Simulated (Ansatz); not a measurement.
# TiSi$_{16}$: geometry relaxation (part 1 of 2)

The run: geometry relaxation of TiSi$_{16}$ (defect cell, 17 atoms in the cell). Method and program: DFT PBE, scalar-relativistic, plane waves, PAW, PAW set soft_1, no spin polarisation (Ansatz 0.2.0).

It belongs to a series of runs on one base structure; here: end point A relaxed. Figures and captions count atoms from 1; the log counts them from 0 in places.

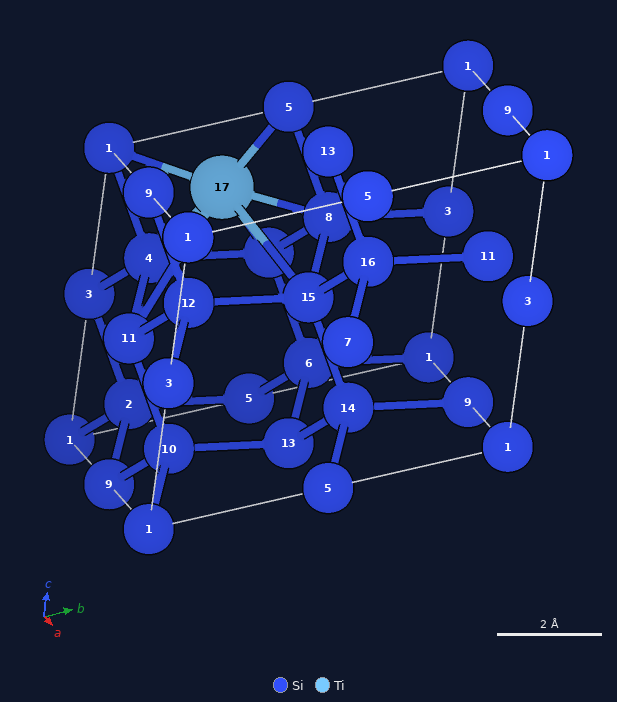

*The starting structure (ball-and-stick view of the cell of the calculation, seen slightly off an axis; atoms are numbered from 1 in the order of the input). An atom can appear more than once, as a periodic image.*

**The input**
```yaml
crystal:
  lattice:
    - [0.0, 5.43, 5.43]
    - [5.43, 0.0, 5.43]
    - [5.43, 5.43, 0.0]
  atoms:
    - { symbol: Si, position: [0.0, 0.0, 0.0] }
    - { symbol: Si, position: [0.125, 0.125, 0.125] }
    - { symbol: Si, position: [0.0, 0.0, 0.5] }
    - { symbol: Si, position: [0.125, 0.125, 0.625] }
    - { symbol: Si, position: [0.0, 0.5, 0.0] }
    - { symbol: Si, position: [0.125, 0.625, 0.125] }
    - { symbol: Si, position: [0.0, 0.5, 0.5] }
    - { symbol: Si, position: [0.125, 0.625, 0.625] }
    - { symbol: Si, position: [0.5, 0.0, 0.0] }
    - { symbol: Si, position: [0.625, 0.125, 0.125] }
    - { symbol: Si, position: [0.5, 0.0, 0.5] }
    - { symbol: Si, position: [0.625, 0.125, 0.625] }
    - { symbol: Si, position: [0.5, 0.5, 0.0] }
    - { symbol: Si, position: [0.625, 0.625, 0.125] }
    - { symbol: Si, position: [0.5, 0.5, 0.5] }
    - { symbol: Si, position: [0.625, 0.625, 0.625] }
    - { symbol: Ti, position: [0.0620563, 0.3236256, 0.7928358] }
basis:
  ecutwfc: 420.0
kpoints:
  mp_grid: { grid: [2, 2, 2] }
hamiltonian:
  xc: pbe
  pseudopotentials: { kind: paw, azcp: { folder: soft_1 } }
scf:
  occupations: { method: gaussian, width: 0.02 }
  lower_state_search: "off"
relax:
  f_tol: 0.03
  max_steps: 60
  adjacent_minimum: "off"
output:
  write_density: true
  write_potential: true
  elf: true
  volumetric_format: npy
```

Command:
```bash
ansatz run input.yaml --threads 1 --pin off --max-ram 3072MiB --backend cpu --events-out ev --progress --plain --runs-dir out
```

**What the program printed**
```
Engine: ansatz 0.2.0, aarch64-unknown-linux-gnu
Pseudopotentials: kind: paw
Pseudopotential: Si, paw, valence charge 4, recommended cutoff 420 eV (normal), [file]
Pseudopotential: Ti, paw, valence charge 12, recommended cutoff 420 eV (normal), [file]
Functional definition: PBE
  parameter kappa = 0.804
  parameter beta = 0.06672455060314922
  exchange = pbe_x(kappa = kappa, mu = beta*pi^2/3)
  correlation = pbe_c(beta = beta)
Crystal: 17 atoms, lattice volume = 320.206 Å³
Basis set: ecut = 420 eV, 6231 PW (Γ), exchange–correlation on 108×108×108 points (8 copies of the dense FFT grid, shifted against one another)
Bands: 55, of which v1, the nominal top of the filled ones, is band 38 counted from 1 (37 counted from 0)
Symmetry: 1 space group operations
Space group: P1 (ITA 1), of the structure as read, at distance tolerance 6.8e-5 Å
k-points: 8
Non-local potential: Si, projectors of the file, l = 0: 2, l = 1: 2, l = 2: 1
Non-local potential: Ti, projectors of the file, l = 0: 3, l = 1: 2, l = 2: 3, l = 3: 1
PAW form: soft (Blöchl's): semilocal exchange-correlation on the pseudo side does not see the compensation charge
PAW one-centre angular grid: Si, 110 points (default); XC on 64 Gauss nodes
PAW one-centre angular grid: Ti, 590 points (default); XC on 64 Gauss nodes
Initial density: superposition of atomic densities (chi_scale 0.1, normalization cell, long waves kept (reshape's long-wave potential 0.02 eV rms))
Initial wavefunctions: pseudopotential atomic-orbital guess
Functional: x = pbe(κ = 0.804, μ = 0.2195149727645171), c = pbe(β = 0.06672455060314922)
SCF iter   1: F=—  HF=-12677.493232 eV  |F-HF|=—  |Δ(HF+E_count)|=         —  Δρ=1.22e-1  dr2=1.30e2  ethr=3.10e-3  ⟨swp⟩=8.2  Hψ=2377  notcnv=0  defer=34
preconditioner: auto → Resta (q_TF=auto, 2.147 Å⁻¹)  ε∞=6.1  [insulator: Δε(μ)=0.090 eV  Ē_g=7.588 eV  σ=0.020 eV  W_gap=1.00  n_scr=58 (ndim 8)  ℏωp=17.1 eV  f_vac=0.000  D(μ)=0.14/eV (n_scr^D=0)  ε∞_Penn≈6.1]
SCF iter   2: F=—  HF=-12668.936831 eV  |F-HF|=—  |Δ(HF+E_count)|=    8.56e0  Δρ=4.64e-2  dr2=1.78e1  ethr=3.10e-3  ⟨swp⟩=4.0  Hψ=958  notcnv=0  defer=81
SCF iter   3: F=—  HF=-12666.779962 eV  |F-HF|=—  |Δ(HF+E_count)|=    2.16e0  Δρ=1.31e-2  dr2=1.06e0  ethr=3.10e-3  ⟨swp⟩=3.6  Hψ=1044  notcnv=0  defer=77
SCF iter   4: F=—  HF=-12666.676382 eV  |F-HF|=—  |Δ(HF+E_count)|=   1.04e-1  Δρ=3.87e-3  dr2=7.24e-2  ethr=1.39e-3  ⟨swp⟩=2.5  Hψ=443  notcnv=0  defer=77
SCF iter   5: F=—  HF=-12666.678072 eV  |F-HF|=—  |Δ(HF+E_count)|=   1.69e-3  Δρ=2.98e-3  dr2=8.49e-2  ethr=9.53e-5  ⟨swp⟩=3.0  Hψ=773  notcnv=0  defer=77
SCF iter   6: F=—  HF=-12666.672511 eV  |F-HF|=—  |Δ(HF+E_count)|=   5.56e-3  Δρ=4.62e-4  dr2=1.02e-3  ethr=9.53e-5  ⟨swp⟩=2.0  Hψ=529  notcnv=0  defer=78
SCF iter   7: F=—  HF=-12666.672796 eV  |F-HF|=—  |Δ(HF+E_count)|=   2.85e-4  Δρ=1.40e-4  dr2=6.51e-5  ethr=1.35e-6  ⟨swp⟩=2.0  Hψ=706  notcnv=0  defer=78
SCF iter   8: F=-12666.672833 eV  HF=-12666.672846 eV  |F-HF|=1.29e-5  |Δ(HF+E_count)|=   5.00e-5  Δρ=5.33e-5  dr2=1.98e-5  ethr=2.96e-8  ⟨swp⟩=12.2  Hψ=3599  notcnv=0
SCF 1 converged in 8 iterations: F = -12666.672833 eV  dr2 = 1.98e-5
  greatest PAW one-centre occupation: 0.998 electrons in one spin orbital (limit 2), on the Ti atom at site 16 (counted from 0), in its partial waves of l = 0
relax step   1: F+E_penalty+E_count = -12666.67283324 eV  Δ(F+E_penalty+E_count) = +0.000e0 eV  max|allowed force component| = 4.848e0 eV/Å  Δτ_max = 0.0000 Å  (8 SCF iters, dr2 threshold 2.25e-5 eV, accepted)
Initial density: handed on by an earlier stage of this run
Initial wavefunctions: those handed on with the density
SCF iter   1: F=—  HF=-12668.595635 eV  |F-HF|=—  |Δ(HF+E_count)|=         —  Δρ=2.23e-2  dr2=4.62e0  ethr=3.10e-3  ⟨swp⟩=6.1  Hψ=1574  notcnv=0  defer=36
preconditioner: auto → Resta (q_TF=auto, 2.147 Å⁻¹)  ε∞=6.1  [insulator: Δε(μ)=0.125 eV  Ē_g=7.573 eV  σ=0.020 eV  W_gap=0.57  n_scr=58 (ndim 8)  ℏωp=17.1 eV  f_vac=0.000  D(μ)=18.47/eV (n_scr^D=168)  ε∞_Penn≈6.1]
SCF iter   2: F=—  HF=-12668.219156 eV  |F-HF|=—  |Δ(HF+E_count)|=   3.76e-1  Δρ=5.10e-3  dr2=1.06e-1  ethr=3.10e-3  ⟨swp⟩=3.0  Hψ=613  notcnv=0  defer=66
SCF iter   3: F=—  HF=-12668.206729 eV  |F-HF|=—  |Δ(HF+E_count)|=   1.24e-2  Δρ=2.16e-3  dr2=1.07e-2  ethr=1.40e-4  ⟨swp⟩=2.8  Hψ=553  notcnv=0  defer=74
SCF iter   4: F=—  HF=-12668.205606 eV  |F-HF|=—  |Δ(HF+E_count)|=   1.12e-3  Δρ=3.46e-4  dr2=3.60e-4  ethr=1.41e-5  ⟨swp⟩=2.5  Hψ=693  notcnv=0  defer=74
iter 5 did not close the SCF: its close was put off for the readings that it lacked (scf_convergence_deferred on its scf_iter line)
SCF iter   5: F=-12668.205631 eV  HF=-12668.205639 eV  |F-HF|=7.40e-6  |Δ(HF+E_count)|=   3.29e-5  Δρ=7.55e-5  dr2=3.37e-5  ethr=4.73e-7  ⟨swp⟩=2.2  Hψ=611  notcnv=0  defer=74
SCF iter   6: F=-12668.205647 eV  HF=-12668.205646 eV  |F-HF|=4.62e-7  |Δ(HF+E_count)|=   7.56e-6  Δρ=1.92e-5  dr2=1.60e-6  ethr=4.44e-8  ⟨swp⟩=9.8  Hψ=3027  notcnv=0
SCF 2 converged in 6 iterations: F = -12668.205647 eV  dr2 = 1.60e-6
relax step   2: F+E_penalty+E_count = -12668.20564655 eV  Δ(F+E_penalty+E_count) = -1.533e0 eV  max|allowed force component| = 1.585e0 eV/Å  Δτ_max = 0.1125 Å  (6 SCF iters, dr2 threshold 1.00e-4 eV, accepted)
iter 1 solved again at ethr=2.99e-3 eV; its pass at ethr=3.10e-3 eV (dr2=2.27e0 eV) is discarded
SCF iter   1: F=—  HF=-12668.817052 eV  |F-HF|=—  |Δ(HF+E_count)|=         —  Δρ=1.74e-2  dr2=2.20e0  ethr=2.99e-3  ⟨swp⟩=1.0  Hψ=2031  notcnv=0  defer=28
preconditioner: auto → Resta (q_TF=auto, 2.147 Å⁻¹)  ε∞=6.2  [insulator: Δε(μ)=0.031 eV  Ē_g=7.486 eV  σ=0.020 eV  W_gap=0.54  n_scr=58 (ndim 8)  ℏωp=17.1 eV  f_vac=0.000  D(μ)=19.95/eV (n_scr^D=180)  ε∞_Penn≈6.2]
SCF iter   2: F=—  HF=-12668.588237 eV  |F-HF|=—  |Δ(HF+E_count)|=   2.29e-1  Δρ=8.04e-3  dr2=3.94e-1  ethr=2.89e-3  ⟨swp⟩=2.0  Hψ=452  notcnv=0  defer=31
SCF iter   3: F=—  HF=-12668.556479 eV  |F-HF|=—  |Δ(HF+E_count)|=   3.18e-2  Δρ=2.43e-3  dr2=3.96e-2  ethr=5.18e-4  ⟨swp⟩=3.4  Hψ=661  notcnv=0  defer=58
SCF iter   4: F=—  HF=-12668.555423 eV  |F-HF|=—  |Δ(HF+E_count)|=   1.06e-3  Δρ=1.02e-3  dr2=5.69e-3  ethr=5.21e-5  ⟨swp⟩=2.9  Hψ=569  notcnv=0  defer=62
SCF iter   5: F=—  HF=-12668.555296 eV  |F-HF|=—  |Δ(HF+E_count)|=   1.28e-4  Δρ=5.05e-4  dr2=1.31e-3  ethr=7.49e-6  ⟨swp⟩=1.0  Hψ=378  notcnv=0  defer=62
SCF iter   6: F=—  HF=-12668.555263 eV  |F-HF|=—  |Δ(HF+E_count)|=   3.24e-5  Δρ=1.95e-4  dr2=2.67e-4  ethr=1.73e-6  ⟨swp⟩=1.4  Hψ=381  notcnv=0  defer=62
SCF iter   7: F=-12668.555248 eV  HF=-12668.555249 eV  |F-HF|=1.15e-6  |Δ(HF+E_count)|=   1.46e-5  Δρ=2.88e-5  dr2=2.65e-6  ethr=1.32e-7  ⟨swp⟩=10.6  Hψ=3254  notcnv=0
SCF 3 converged in 7 iterations: F = -12668.555248 eV  dr2 = 2.65e-6
  greatest PAW one-centre occupation: 0.999 electrons in one spin orbital (limit 2), on the Ti atom at site 16 (counted from 0), in its partial waves of l = 0
relax step   3: F+E_penalty+E_count = -12668.55524751 eV  Δ(F+E_penalty+E_count) = -3.496e-1 eV  max|allowed force component| = 6.738e-1 eV/Å  Δτ_max = 0.2000 Å  (7 SCF iters, dr2 threshold 1.00e-4 eV, accepted)
[...]
preconditioner: auto → Resta (q_TF=auto, 2.147 Å⁻¹)  ε∞=6.3  [insulator: Δε(μ)=0.044 eV  Ē_g=7.447 eV  σ=0.020 eV  W_gap=0.59  n_scr=58 (ndim 8)  ℏωp=17.1 eV  f_vac=0.000  D(μ)=18.61/eV (n_scr^D=168)  ε∞_Penn≈6.3]
preconditioner: auto → Kerker (q_TF=auto, 2.147 Å⁻¹)  [metal: Δε(μ)=0.024 eV  Ē_g=7.436 eV  σ=0.020 eV  W_gap=0.49  n_scr=58 (ndim 8)  ℏωp=17.1 eV  f_vac=0.000  D(μ)=21.51/eV (n_scr^D=258)]
relax step   4: F+E_penalty+E_count = -12668.87927554 eV  Δ(F+E_penalty+E_count) = -3.240e-1 eV  max|allowed force component| = 1.246e0 eV/Å  Δτ_max = 0.1952 Å  (6 SCF iters, dr2 threshold 4.85e-5 eV, accepted)
preconditioner: auto → Kerker (q_TF=auto, 2.147 Å⁻¹)  [metal: Δε(μ)=0.000 eV  Ē_g=7.452 eV  σ=0.020 eV  W_gap=0.01  n_scr=58 (ndim 8)  ℏωp=17.1 eV  f_vac=0.000  D(μ)=33.47/eV (n_scr^D=458)]
relax step   5: F+E_penalty+E_count = -12669.27375179 eV  Δ(F+E_penalty+E_count) = -3.945e-1 eV  max|allowed force component| = 1.075e0 eV/Å  Δτ_max = 0.1951 Å  (6 SCF iters, dr2 threshold 1.00e-4 eV, accepted)
eigensolver tolerance schedule calibrated: the retry pair's looser diagonalisation under-reported the residual by θ = 0.10 (0.18/decade); ethr = c·dr2/N_el runs at the constant in force after the calibration composes with the one it found (an armed cap, an earlier calibration), c = 3.0e-2
preconditioner: auto → Kerker (q_TF=auto, 2.147 Å⁻¹)  [metal: Δε(μ)=0.007 eV  Ē_g=7.478 eV  σ=0.020 eV  W_gap=0.18  n_scr=58 (ndim 8)  ℏωp=17.1 eV  f_vac=0.000  D(μ)=49.02/eV (n_scr^D=748)]
relax step   6: F+E_penalty+E_count = -12669.67757289 eV  Δ(F+E_penalty+E_count) = -4.038e-1 eV  max|allowed force component| = 8.122e-1 eV/Å  Δτ_max = 0.1915 Å  (6 SCF iters, dr2 threshold 1.00e-4 eV, accepted)
eigensolver tolerance schedule calibrated: the retry pair's looser diagonalisation under-reported the residual by θ = 0.08 (0.14/decade); ethr = c·dr2/N_el runs at the constant in force after the calibration composes with the one it found (an armed cap, an earlier calibration), c = 4.8e-2
preconditioner: auto → Resta (q_TF=auto, 2.147 Å⁻¹)  ε∞=6.2  [insulator: Δε(μ)=0.040 eV  Ē_g=7.523 eV  σ=0.020 eV  W_gap=0.65  n_scr=58 (ndim 8)  ℏωp=17.1 eV  f_vac=0.000  D(μ)=24.82/eV (n_scr^D=282)  ε∞_Penn≈6.2]
preconditioner: auto → Kerker (q_TF=auto, 2.147 Å⁻¹)  [metal: Δε(μ)=0.015 eV  Ē_g=7.521 eV  σ=0.020 eV  W_gap=0.38  n_scr=58 (ndim 8)  ℏωp=17.1 eV  f_vac=0.000  D(μ)=35.06/eV (n_scr^D=530)]
relax step   7: F+E_penalty+E_count = -12670.03213792 eV  Δ(F+E_penalty+E_count) = -3.546e-1 eV  max|allowed force component| = 4.428e-1 eV/Å  Δτ_max = 0.1911 Å  (6 SCF iters, dr2 threshold 1.00e-4 eV, accepted)
preconditioner: auto → Resta (q_TF=auto, 2.147 Å⁻¹)  ε∞=6.1  [insulator: Δε(μ)=0.023 eV  Ē_g=7.569 eV  σ=0.020 eV  W_gap=0.51  n_scr=58 (ndim 8)  ℏωp=17.1 eV  f_vac=0.000  D(μ)=33.81/eV (n_scr^D=458)  ε∞_Penn≈6.1]
preconditioner: auto → Kerker (q_TF=auto, 2.147 Å⁻¹)  [metal: Δε(μ)=0.015 eV  Ē_g=7.569 eV  σ=0.020 eV  W_gap=0.37  n_scr=58 (ndim 8)  ℏωp=17.1 eV  f_vac=0.000  D(μ)=42.41/eV (n_scr^D=608)]
relax step   8: F+E_penalty+E_count = -12670.18972421 eV  Δ(F+E_penalty+E_count) = -1.576e-1 eV  max|allowed force component| = 1.570e-1 eV/Å  Δτ_max = 0.2000 Å  (6 SCF iters, dr2 threshold 5.83e-5 eV, accepted)
preconditioner: auto → Kerker (q_TF=auto, 2.147 Å⁻¹)  [metal: Δε(μ)=0.005 eV  Ē_g=7.567 eV  σ=0.020 eV  W_gap=0.14  n_scr=58 (ndim 8)  ℏωp=17.1 eV  f_vac=0.000  D(μ)=17.86/eV (n_scr^D=168)]
preconditioner: auto → Resta (q_TF=auto, 2.147 Å⁻¹)  ε∞=6.1  [insulator: Δε(μ)=0.043 eV  Ē_g=7.571 eV  σ=0.020 eV  W_gap=0.52  n_scr=58 (ndim 8)  ℏωp=17.1 eV  f_vac=0.000  D(μ)=18.63/eV (n_scr^D=168)  ε∞_Penn≈6.1]
relax step   9: F+E_penalty+E_count = -12670.21534443 eV  Δ(F+E_penalty+E_count) = -2.562e-2 eV  max|allowed force component| = 4.765e-2 eV/Å  Δτ_max = 0.0395 Å  (6 SCF iters, dr2 threshold 3.10e-6 eV, accepted)
preconditioner: auto → Kerker (q_TF=auto, 2.147 Å⁻¹)  [metal: Δε(μ)=0.033 eV  Ē_g=7.561 eV  σ=0.020 eV  W_gap=0.49  n_scr=58 (ndim 8)  ℏωp=17.1 eV  f_vac=0.000  D(μ)=16.32/eV (n_scr^D=168)]
relax step  10: F+E_penalty+E_count = -12670.21650767 eV  Δ(F+E_penalty+E_count) = -1.163e-3 eV  max|allowed force component| = 1.782e-2 eV/Å  Δτ_max = 0.0125 Å  (6 SCF iters, accepted)
preconditioner: auto → Resta (q_TF=auto, 2.147 Å⁻¹)  ε∞=6.1  [insulator: Δε(μ)=0.038 eV  Ē_g=7.561 eV  σ=0.020 eV  W_gap=0.52  n_scr=58 (ndim 8)  ℏωp=17.1 eV  f_vac=0.000  D(μ)=17.04/eV (n_scr^D=168)  ε∞_Penn≈6.1]
relax step  11: F+E_penalty+E_count = -12670.21670097 eV  Δ(F+E_penalty+E_count) = -1.933e-4 eV  max|allowed force component| = 8.822e-3 eV/Å  Δτ_max = 0.0039 Å  (6 SCF iters, accepted)
preconditioner: auto → Resta (q_TF=auto, 2.147 Å⁻¹)  ε∞=6.1  [insulator: Δε(μ)=0.042 eV  Ē_g=7.561 eV  σ=0.020 eV  W_gap=0.54  n_scr=58 (ndim 8)  ℏωp=17.1 eV  f_vac=0.000  D(μ)=18.23/eV (n_scr^D=168)  ε∞_Penn≈6.1]
relax step  12: F+E_penalty+E_count = -12670.21674427 eV  Δ(F+E_penalty+E_count) = -4.331e-5 eV  max|allowed force component| = 3.119e-3 eV/Å  Δτ_max = 0.0027 Å  (6 SCF iters, accepted)
```

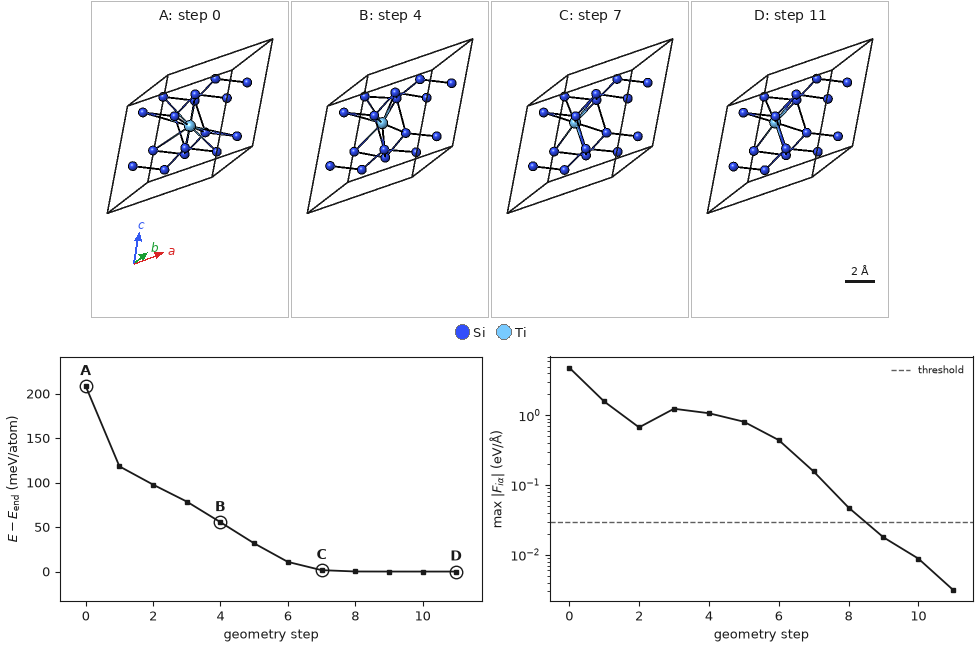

*Frames of the relaxation (ball-and-stick view of the cell of the calculation (origin shifted), seen slightly off an axis) above the curves, on which the letters mark them (the first geometry is step 0 here and step 1 in the log).*

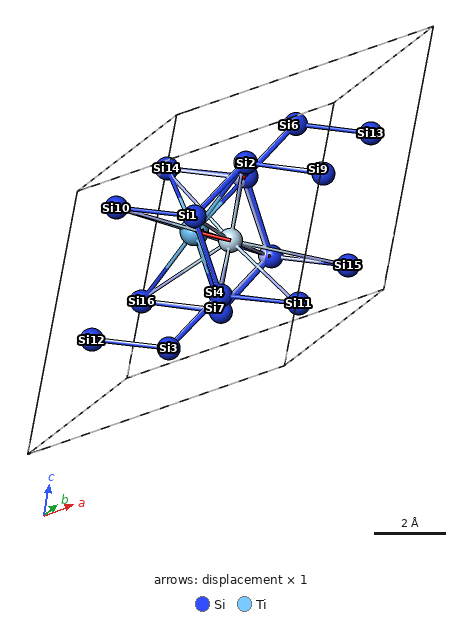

*Start (faint) and end (solid) with the displacements as red arrows, at true length (ball-and-stick view of the cell of the calculation (origin shifted), seen slightly off an axis).*

The largest move is that of Ti17, 1.10 Å. By element the largest moves are Ti 1.10 Å, Si 0.13 Å. The cell stays as it was. Distances before and after: Si12–Ti17 3.532 → 4.677 Å, Si13–Ti17 3.527 → 2.423 Å, Si15–Ti17 3.485 → 4.495 Å, Si11–Ti17 3.494 → 4.494 Å. New bonds form: Si10–Ti17 (3.57 → 2.76 Å), Si13–Ti17 (3.53 → 2.42 Å), Si14–Ti17 (3.56 → 2.76 Å). Among the angles that change: Si16–Si7–Ti17 100.6° → 69.7°, Si10–Si1–Ti17 99.6° → 69.6°, Si6–Si7–Ti17 150.0° → 179.5°. After 11 geometry steps the energy has fallen by 208 meV per atom. Largest force component: 4.8 eV/Å at the start, 0.0031 eV/Å at the end. (Atoms are counted from 1 in the order of the input.)

```
NSCF: frozen V_eff on 8 k-points
the band table was solved once a step of the walk had ended and its energy, with any forces and stress, was formed, with the checks that follow a solve (2830 applications of the Hamiltonian). They found nothing against the state; the energy, forces and stress were not computed again (output.eigenvalues in the input reference)
Free energy (F): -12670.216744 eV
Harris-Foulkes:  -12670.216744 eV  (|F-HF|=1.66e-10)
Internal energy: -12670.213145 eV  (E = F + TS)
E sigma→0 (E₀):  -12670.214945 eV
Entropy (-TS):   -0.003599 eV (-0.212 meV/atom)
Fermi energy:    7.577553 eV
[...]
--- Per-component energies (eV) ---
  E_band       = -107.601512
  E_kinetic    = 946.181367
  E_local      = -2116.648580  (includes V_loc(G=0)·N_el)
  E_nonlocal   = 426.953850
  E_hartree    = 876.279407
  E_xc         = -1023.397192
  E_vxc        = -915.000536  (∫ρ·V_xc dr)
  E_paw        = -9229.256394  (= ΣΔE_a)
  E_vpaw       = -201.646935  (= ΣTr[D̂ρ^β])
  E_aug_tail   = 0.000519  (compensation charges beyond the density's cutoff)
  E_ewald      = -2550.326121
  E_smearing   = -0.003599  (= −TS)
  E_closure    = 0.000000  (closes the sum)
  Σ components = -12670.216744   (vs F -12670.216744, Δ=0.00e0)
```
